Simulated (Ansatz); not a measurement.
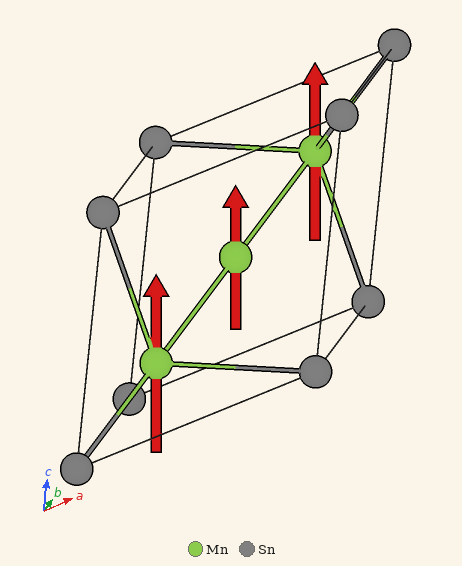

Drawn in the ball-and-stick manner and seen slightly off an axis. The outline marks the simulation cell. Arrows are the site magnetic moments above 0.25 μB; longer means larger, and red and blue are up and down (without spin-orbit coupling the axis itself is arbitrary).

This is the state reached for Mn3Sn. Computational set-up: Ansatz, DFT PBE, scalar-relativistic, plane waves, PAW, cutoff 420 eV, Brillouin-zone sampling on a 12×12×12 mesh, Gaussian smearing of 0.1 eV, collinear spins.

What is the magnetic arrangement?

Answer. Ferromagnetic (within this cell). Site moments: 3 Mn +1.5 to +2.8 μB. The net spin moment of the whole cell is 7.1 μB.

The cell started as a structure listed in the Materials Project. The structure drawn was relaxed with DFT PBE, scalar-relativistic, plane waves, PAW (Ansatz 0.2.0).
